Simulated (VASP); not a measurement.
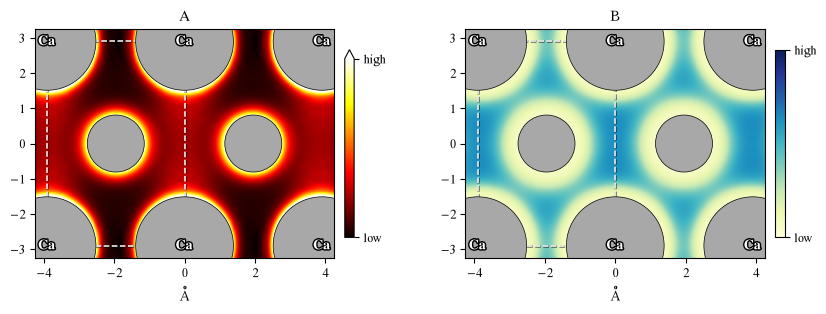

Ca: 2 fields on the (100) plane of the conventional cell, with unlabelled colour scales. Grey discs cover the atomic cores.

Space group P6₃/mmc; changed on purpose from its base cell (Mg replaced by Ca, lengths x 1.149, strained and moved within the space group); computed pressure about 2 GPa in this cell.

Level of theory: Kohn-Sham DFT of a periodic cell, PBE, VASP PAW PBE potentials, recommended in VASP 6.6.1.

```cif
data_structure
_symmetry_space_group_name_H-M 'P 1'
_symmetry_Int_Tables_number 1
_cell_length_a 3.9061
_cell_length_b 3.9061
_cell_length_c 5.8029
_cell_angle_alpha 90.000
_cell_angle_beta 90.000
_cell_angle_gamma 120.000
_cell_volume 76.68
loop_
_atom_site_label
_atom_site_type_symbol
_atom_site_fract_x
_atom_site_fract_y
_atom_site_fract_z
_atom_site_occupancy
Ca1 Ca 0.33333 0.66667 0.25000 1
Ca2 Ca 0.66667 0.33333 0.75000 1
```

Question: Match the panels to the quantities (electron localisation function and valence pseudo-density).

Answer: Panel A: valence pseudo-density. Panel B: electron localisation function. From the grid: Ca–Ca (3.91 Å): the density is about 0.06 e/Å³ at the midpoint; the ELF is about 0.40 at the midpoint: no localised pair shows between them.
